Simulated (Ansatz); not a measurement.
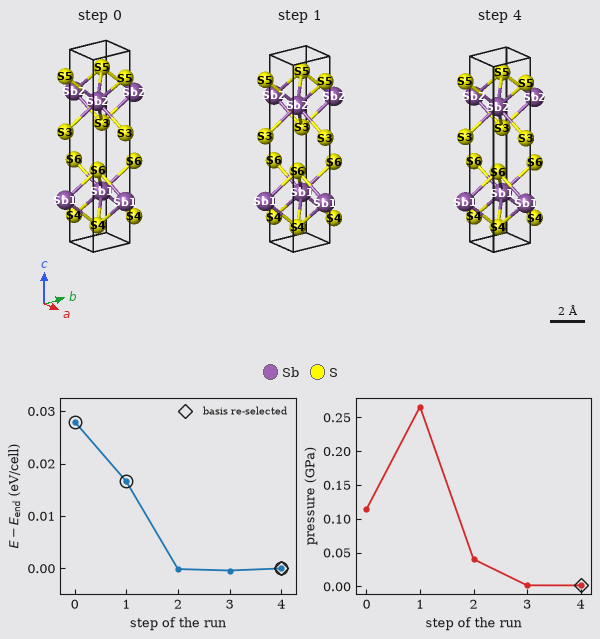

Frames of a relaxation of a crystal of SbS2 (a generated structure, set up in P6_3/mmc), marked on the history of the run. The picture is a ball-and-stick view of the cell of the calculation, seen slightly off an axis.

Case: W → Sb on all its sites, cell and atoms relaxed.

Method: DFT PBEsol, scalar-relativistic, plane waves, PAW (Ansatz 0.2.0).

Input
```yaml
crystal:
  lattice:
    - [3.6136927255, 0.0, 0.0]
    - [-1.8068463627, 3.1295497018, 0.0]
    - [0.0, 0.0, 11.6916790131]
  atoms:
    - { symbol: Sb, position: [0.3333333333, 0.6666666667, 0.25] }
    - { symbol: Sb, position: [0.6666666667, 0.3333333333, 0.75] }
    - { symbol: S, position: [0.3333333333, 0.6666666667, 0.6060606965] }
    - { symbol: S, position: [0.6666666667, 0.3333333333, 0.1060606965] }
    - { symbol: S, position: [0.3333333333, 0.6666666667, 0.8939393035] }
    - { symbol: S, position: [0.6666666667, 0.3333333333, 0.3939393035] }
basis:
  ecutwfc: 420
kpoints:
  mp_grid: { grid: [12, 12, 4] }
hamiltonian:
  xc: pbesol
scf:
  occupations: { method: gaussian, width: 0.1 }
output:
  forces: true
  stress: true
  eigenvalues: true
relax:
  adjacent_minimum: "off"
  f_tol: 0.01
  max_steps: 60
  cell: { stress_tol: 0.1 }
```

Command:
```bash
ansatz run input.yaml --threads 1 --pin off --max-ram 2560MiB --backend cpu --events-out ev --progress --plain --runs-dir out
```

**What happens along the run?**

The energy falls by 28.0 meV per cell of the calculation in 3 accepted moves (4 points after the start). The largest force component goes from 0.13 to under 0.0001 eV/Å. Pressure: 0.11 GPa at the start and 0.00 GPa at the end. At 1 point the geometry stayed and the basis and grid were re-selected for the new cell (energy shift of 0.4 meV per cell of the calculation at most each time). The largest moves relative to the cell, 0.062 Å, are those of S3, S4, S5 and S6. S6 goes along +c. Sb stays in place. Cell: a = b 3.614 → 3.645 Å (+0.9 %), c 11.692 → 11.278 Å (−3.5 %). Volume −1.9 %. Near-neighbour distances that change, for instance: Sb1–S4 2.680 → 2.696 Å. The space group stays P6_3/mmc (No. 194). From step 0 to 1: S atoms move most (0.08 Å), volume −3.3 %, energy −11.4 meV per cell of the calculation. From step 1 to 4: S atoms move most (0.02 Å), volume +1.5 %, energy −16.6 meV per cell of the calculation.

| step | E − E(0), meV/atom | largest force component, eV/Å | pressure, GPa | volume, Å³/atom | note |
| --- | --- | --- | --- | --- | --- |
| 0 | 0.00 | 0.1347 | 0.11 | 22.037 |  |
| 1 | -1.90 | 0.1696 | 0.27 | 21.313 |  |
| 2 | -4.69 | 0.0210 | 0.04 | 21.588 |  |
| 3 | -4.74 | 0.0001 | 0.00 | 21.626 |  |
| 4 | -4.67 | 0.0000 | 0.00 | 21.626 | same geometry, new basis |

Limits of the set-up: layers or molecules are held without a dispersion correction, so their spacing is unreliable.
